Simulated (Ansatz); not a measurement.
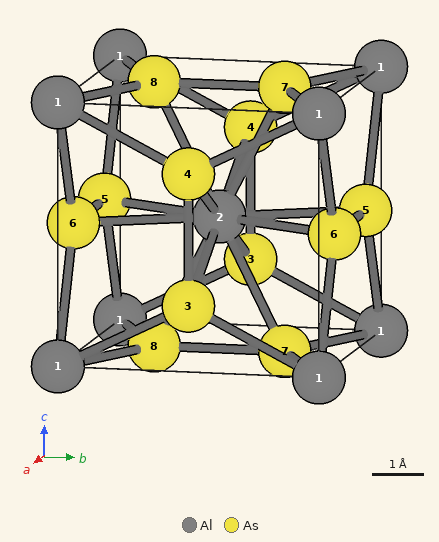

The structure (ball-and-stick view of the cell of the calculation, seen slightly off an axis; atoms are numbered from 1 in the order of the input). Near neighbours in the crystal (not all of them lie inside the picture): Al has 12 As at 2.95 Å; As has 4 Al at 2.95 Å and 2 As at 2.64 Å.

AlAs3: single-point calculation

- system: AlAs3 (8 atoms in the cell)
- method: DFT, r2SCAN, plane waves, PAW, no spin polarisation (Ansatz 0.2.0)

The structure was made by swapping elements on the sites of another compound; it need not be a known phase. Some settings of this run were made unusual or wrong on purpose. Figures and captions count atoms from 1; the log counts them from 0 in places.

### The program's output
```
Warning: basis.ecutwfc = 80 eV is below the records' recommended 500 eV, and the density's cutoff is lower with it unless basis.ecutrho_ratio is high enough to keep the records' density cutoff: compare with a run at a higher cutoff
Engine: ansatz 0.2.0, x86_64-unknown-linux-gnu
Pseudopotentials: kind: paw
Pseudopotential: Al, paw, valence charge 3, recommended cutoff 500 eV (meta_gga), Al.paw.azcp
Pseudopotential: As, paw, valence charge 15, recommended cutoff 500 eV (meta_gga), As.paw.azcp
Functional definition: r2SCAN
  parameter k0 = 0.174
  parameter k1 = 0.065
  parameter a1 = 4.9479
  exchange = r2scan_x(k0 = k0, k1 = k1, a1 = a1)
  correlation = r2scan_c
Crystal: 8 atoms, lattice volume = 147.596 Å³
Basis set: ecut = 80 eV, 251 PW (Γ), exchange–correlation on 64×64×64 points (64 copies of the dense FFT grid, shifted against one another)
Bands: 58, of which v1, the nominal top of the filled ones, is band 48 counted from 1 (47 counted from 0)
Symmetry: 48 space group operations
Space group: Pm-3n (ITA 223), of the structure as read, at distance tolerance 5.3e-5 Å
k-points: 35 of 512
Non-local potential: Al, projectors of the file, l = 0: 2, l = 1: 2, l = 2: 1
Non-local potential: As, projectors of the file, l = 0: 2, l = 1: 2, l = 2: 3, l = 3: 1
PAW form: soft (Blöchl's): semilocal exchange-correlation on the pseudo side does not see the compensation charge
PAW frozen core: Al, regenerated for the run's functional (the file was generated under x = pbe(κ = 0.804, μ = 0.2195149727645171), c = pbe(β = 0.06672455060314922))
PAW frozen core: As, regenerated for the run's functional (the file was generated under x = pbe(κ = 0.804, μ = 0.2195149727645171), c = pbe(β = 0.06672455060314922))
PAW one-centre angular grid: Al, 302 points (default); XC on 160 Gauss nodes
PAW one-centre angular grid: As, 590 points (default); XC on 160 Gauss nodes
Initial density: superposition of atomic densities (neutral atoms: chi_scale 0, normalization atom), corrected by the library's trained network
Initial wavefunctions: pseudopotential atomic-orbital guess
Functional: x = r2scan, c = r2scan; τ floored in thin density (d = 2e-4 eV/Å³)
SCF iter   1: F=—  HF=-29119.145605 eV  |F-HF|=—  |Δ(HF+E_count)|=         —  Δρ=7.88e-1  dr2=5.62e2  dr2_τ=5.81e0  ethr=1.77e-3  ⟨swp⟩=5.6  Hψ=6408  notcnv=0  defer=6
preconditioner: auto → LDOS  [metal: Δε(μ)=0.034 eV  Ē_g=17.150 eV  σ=0.100 eV  W_gap=0.19  n_scr=32 (ndim 8)  ℏωp=29.9 eV  f_vac=0.080  D(μ)=4.03/eV (n_scr^D=26)  β→1.0]
SCF iter   2: F=—  HF=-28422.004035 eV  |F-HF|=—  |Δ(HF+E_count)|=    6.97e2  Δρ=1.95e-1  dr2=6.62e1  dr2_τ=4.44e0  ethr=1.77e-3  ⟨swp⟩=3.5  Hψ=8489  notcnv=0  defer=115
SCF iter   3: F=—  HF=-28369.872531 eV  |F-HF|=—  |Δ(HF+E_count)|=    5.21e1  Δρ=3.31e-2  dr2=2.62e0  dr2_τ=3.48e-2  ethr=1.77e-3  ⟨swp⟩=3.9  Hψ=4892  notcnv=0  defer=60
SCF iter   4: F=—  HF=-28368.715354 eV  |F-HF|=—  |Δ(HF+E_count)|=    1.16e0  Δρ=4.25e-3  dr2=1.88e-2  dr2_τ=1.79e-3  ethr=1.77e-3  ⟨swp⟩=2.0  Hψ=3247  notcnv=0  defer=66
SCF iter   5: F=—  HF=-28368.715898 eV  |F-HF|=—  |Δ(HF+E_count)|=   5.44e-4  Δρ=7.66e-4  dr2=1.15e-3  dr2_τ=2.86e-5  ethr=1.95e-5  ⟨swp⟩=1.4  Hψ=2170  notcnv=0  defer=66
SCF iter   6: F=—  HF=-28368.715478 eV  |F-HF|=—  |Δ(HF+E_count)|=   4.20e-4  Δρ=4.21e-5  dr2=2.90e-6  dr2_τ=1.02e-7  ethr=1.19e-6  ⟨swp⟩=2.0  Hψ=2616  notcnv=0  defer=66
SCF iter   7: F=—  HF=-28368.715478 eV  |F-HF|=—  |Δ(HF+E_count)|=   8.01e-7  Δρ=2.75e-6  dr2=1.36e-8  dr2_τ=2.05e-10  ethr=1.04e-10  ⟨swp⟩=8.6  Hψ=7268  notcnv=0
SCF iter   8: F=-28368.715478 eV  HF=-28368.715478 eV  |F-HF|=1.82e-11  |Δ(HF+E_count)|=   3.61e-9  Δρ=1.66e-7  dr2=4.44e-11  dr2_τ=1.09e-12  ethr=1.42e-11  ⟨swp⟩=1.0  Hψ=4787  notcnv=0
SCF 1 converged in 8 iterations: F = -28368.715478 eV  dr2 = 4.44e-11
  greatest PAW one-centre occupation: 1.059 electrons in one spin orbital (limit 2), on the As atom at site 7 (counted from 0), in its partial waves of l = 0
```

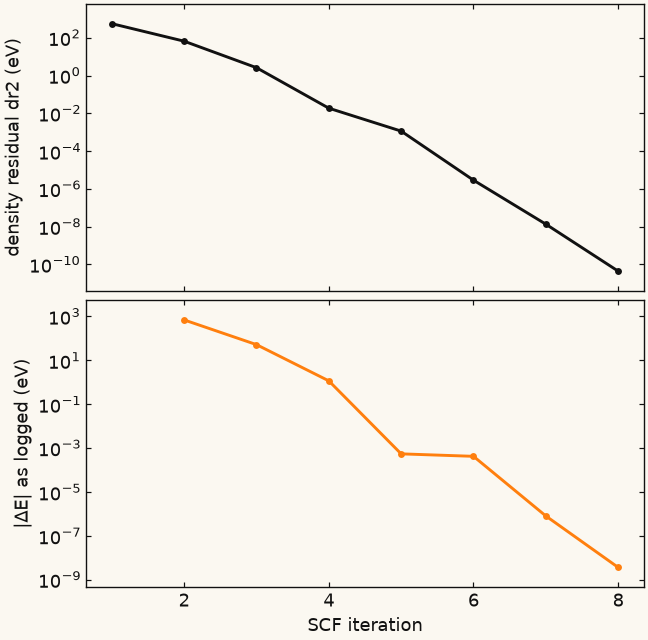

Convergence of the self-consistent field: density residual dr2 and size of the energy change against the SCF iteration. The residual falls at every step.

```
SCF converged after 8 iterations
Free energy (F): -28368.715478 eV
Harris-Foulkes:  -28368.715478 eV  (|F-HF|=1.82e-11)
Internal energy: -28368.674785 eV  (E = F + TS)
E sigma→0 (E₀):  -28368.695132 eV
Entropy (-TS):   -0.040693 eV (-5.087 meV/atom)
Fermi energy:    6.255998 eV
--- Per-component energies (eV) ---
  E_band       = -2752.956130
  E_kinetic    = 1930.643458
  E_local      = -8315.229252  (includes V_loc(G=0)·N_el)
  E_nonlocal   = -2566.891567
  E_hartree    = 3841.649664
  E_xc         = -874.720592
  E_vxc        = -1081.665653  (∫ρ·V_xc dr)
  E_paw        = -12446.689965  (= ΣΔE_a)
  E_vpaw       = -442.432998  (= ΣTr[D̂ρ^β])
  E_aug_tail   = -19.720577  (compensation charges beyond the density's cutoff)
  E_vtau       = 59.040818  (kinetic-family band-sum trace: ∫τ·v_τ [+ j·A + Jᵃ·Aᵃ] dr)
  E_ewald      = -9908.851291
  E_core_change = -8.864663  (= ΣΔE_core)
  E_smearing   = -0.040693  (= −TS)
  E_closure    = 0.000000  (closes the sum)
  Σ components = -28368.715478   (vs F -28368.715478, Δ=0.00e0)
--- Forces (eV/Å), atoms counted from 1 ---
  atom   1  Al    -0.00000000     0.00000000     0.00000000
  atom   2  Al     0.00000000    -0.00000000     0.00000000
  atom   3  As    -0.00000000    -0.00000000     0.00000000
  atom   4  As    -0.00000000    -0.00000000     0.00000000
  atom   5  As     0.00000000    -0.00000000     0.00000000
  atom   6  As     0.00000000     0.00000000     0.00000000
  atom   7  As     0.00000000     0.00000000    -0.00000000
  atom   8  As    -0.00000000     0.00000000    -0.00000000
  max |Σ_I F_I| component: 2.59e-16 eV/Å
--- Stress (GPa, compression-positive) ---
       -2.470601       0.000000       0.000000
        0.000000      -2.470601       0.000000
        0.000000       0.000000      -2.470601
  P = ⅓ Tr σ = -2.4706 GPa (-24.706 kbar)
--- Band table (eV; the first three rows and the last of 35) ---
  k-point 0: bands = ["-63.8826", "-59.8905", "-59.8905", "-59.8905", "-59.7185", "-59.7185", "-59.7185", "-57.9578", "-57.9578", "-57.9578", "-49.8946", "-49.8946", "-49.0435", "-49.0435", "-49.0435", "-48.2167", "-48.2167", "-47.2150", "-47.2150", "-47.2150", "-43.9382", "-41.2677", "-41.2677", "-41.2677", "-38.9129", "-38.9129", "-38.9129", "-20.4878", "-18.9550", "-18.9550", "-12.7599", "-12.0075", "-12.0075", "-11.2022", "-11.2022", "-11.2022", "1.5280", "1.6174", "1.6174", "2.8857", "2.8857", "2.8857", "5.2475", "5.2475", "5.2475", "5.4068", "5.4068", "5.4068", "6.0272", "6.0272", "6.0272", "8.3333", "9.3772", "10.0300", "10.0300", "10.0300", "16.2458", "16.2458"]
  k-point 1: bands = ["-63.9006", "-60.0328", "-59.9139", "-59.9139", "-59.7965", "-59.7965", "-59.6950", "-58.1301", "-57.9811", "-57.9811", "-50.1325", "-49.8898", "-49.2220", "-49.2220", "-49.0758", "-48.4314", "-48.2129", "-47.4082", "-47.2866", "-47.2866", "-44.0208", "-41.5581", "-41.5581", "-41.3367", "-39.1224", "-39.1224", "-38.8349", "-20.8888", "-19.4605", "-19.1214", "-12.7544", "-12.0384", "-12.0098", "-11.2564", "-11.1959", "-11.1959", "1.4834", "1.6336", "1.8062", "2.8857", "2.8857", "3.1245", "4.9209", "4.9209", "5.2765", "5.3137", "5.8671", "5.8671", "5.9904", "6.0360", "6.0360", "8.5800", "9.4050", "9.7378", "10.0525", "10.0525", "15.9274", "16.3306"]
  k-point 2: bands = ["-58.7873", "-58.0969", "-58.0969", "-57.4423", "-57.3508", "-56.4767", "-56.4767", "-54.9038", "-54.9038", "-53.2744", "-51.3882", "-48.4855", "-44.9809", "-44.9809", "-44.6713", "-42.9492", "-42.1959", "-40.9212", "-40.9212", "-39.9550", "-38.9979", "-34.3422", "-34.3422", "-30.6597", "-29.4930", "-28.8106", "-28.8106", "-25.4087", "-21.2640", "-18.7231", "-12.6740", "-12.0910", "-11.9410", "-11.3385", "-10.9855", "-10.9855", "1.7435", "1.7446", "2.7658", "2.9224", "2.9224", "3.7816", "4.8033", "4.9035", "4.9035", "5.7505", "6.3181", "6.3181", "6.5844", "6.8276", "6.8276", "8.5855", "9.6884", "9.8589", "10.1826", "10.1826", "15.3113", "16.5760"]
  k-point 34: bands = ["-64.4050", "-64.4050", "-64.4050", "-64.4050", "-64.4050", "-64.4050", "-60.9282", "-60.9282", "-60.9282", "-60.9282", "-60.9282", "-60.9282", "-58.5369", "-58.5369", "-58.5369", "-58.5369", "-50.7067", "-50.7067", "-49.9651", "-49.9651", "-49.9651", "-49.9651", "-49.9651", "-49.9651", "-49.4323", "-49.4323", "-49.4323", "-49.4323", "-49.4323", "-49.4323", "-12.1517", "-12.1517", "-12.1517", "-12.1517", "-12.1517", "-12.1517", "1.7276", "1.7276", "4.0034", "4.0034", "4.0034", "4.0034", "4.0034", "4.0034", "5.4456", "5.4456", "5.4456", "5.4456", "5.5135", "5.5135", "5.5135", "5.5135", "5.5135", "5.5135", "11.4199", "11.4199", "15.9936", "15.9936"]
```

The run was set up as follows.

### The input
```yaml
crystal:
  lattice:
    - [5.2847549974, 0.0, 0.0]
    - [0.0, 5.2847549974, 0.0]
    - [0.0, 0.0, 5.2847549974]
  atoms:
    - { symbol: Al, position: [0.0, 0.0, 0.0] }
    - { symbol: Al, position: [0.5, 0.5, 0.5] }
    - { symbol: As, position: [0.0, 0.5, 0.25] }
    - { symbol: As, position: [0.0, 0.5, 0.75] }
    - { symbol: As, position: [0.25, 0.0, 0.5] }
    - { symbol: As, position: [0.75, 0.0, 0.5] }
    - { symbol: As, position: [0.5, 0.75, 0.0] }
    - { symbol: As, position: [0.5, 0.25, 0.0] }
basis:
  ecutwfc: "80 eV"
kpoints:
  mp_grid: { grid: [8, 8, 8] }
hamiltonian:
  xc: r2scan
scf:
  occupations: { method: gaussian, width: 0.1 }
  max_iter: 80
output:
  forces: true
  eigenvalues: true
  stress: true
```

Launch command:
```bash
ansatz run input.yaml --threads 1 --pin off --max-ram 2560MiB --backend cpu --events-out ev --progress --plain --runs-dir out
```

### Outcome

```csv
quantity,value
outcome,converged
space group (tolerance 0.01 Å),Pm-3n (223)
electrons treated,96
free energy,−28368.7155 eV
Fermi energy,6.256 eV
gap on the k-point mesh,none (metallic)
pressure,−2.47 GPa
largest force (length of the vector),under 0.001 eV/Å
hardware,"1 thread of Intel Xeon @ 2.50GHz (Skylake/Cascade Lake), 192 GiB of memory available, shared host"
wall time,5.1 s
peak memory,0.36 GiB
```

### Diagnosis

A setting was made wrong on purpose: a cutoff far too low (`basis.ecutwfc`). The plane-wave basis is far from complete, so energies, forces and above all the stress are wrong. The run converged all the same; its numbers are those of the faulty input and shouldn't be used. The program warns: the cutoff is below the recommended one.
